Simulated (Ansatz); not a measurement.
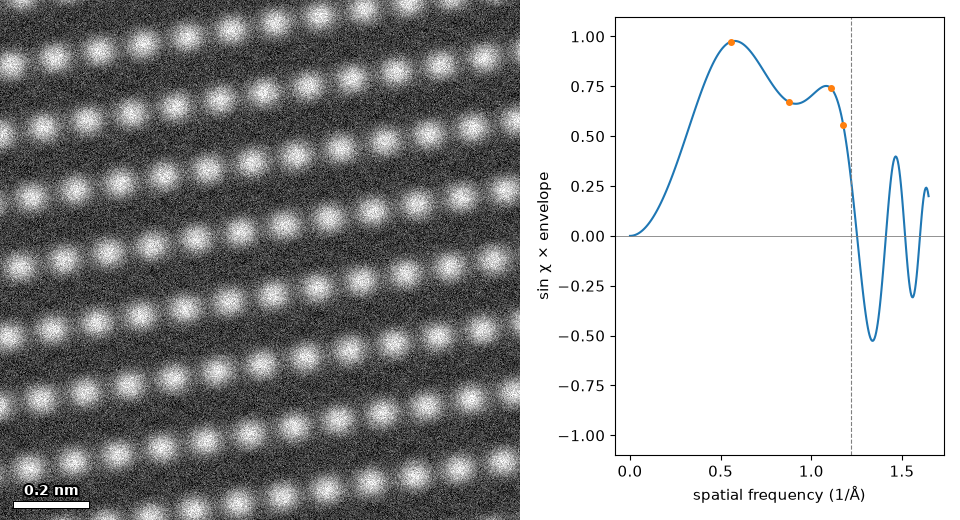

HRTEM-like image of Y (Fm-3m, No. 225) along [221]. Simulated in the weak-phase-object approximation with neutral-atom potentials: 200 kV, Cs = −15 µm, defocus +74 Å (negative is underfocus), defocus spread 8 Å, aperture 1.22 1/Å. Shot noise was added. Structure used: a calculation's starting geometry; the starting structure was generated, so it need not be a known form of this composition.

The plot gives the contrast transfer function, the aperture (dashed) and the crystal's spatial frequencies that carry visible contrast (dots).

Do the atom columns appear dark or bright, and why?

Bright. With negative Cs and overfocus sin χ is positive over the pass band, so the strongest columns (Y) come out brighter than the background.

What point resolution do these settings give, and which lattice spacings pass?

About 0.8 Å (0.66 |Cs|^(1/4) λ^(3/4) with λ = 0.0251 Å). The spacings that carry visible contrast are {220} at 1.80 Å, {420} at 1.14 Å, {440} at 0.90 Å, {442} at 0.85 Å.
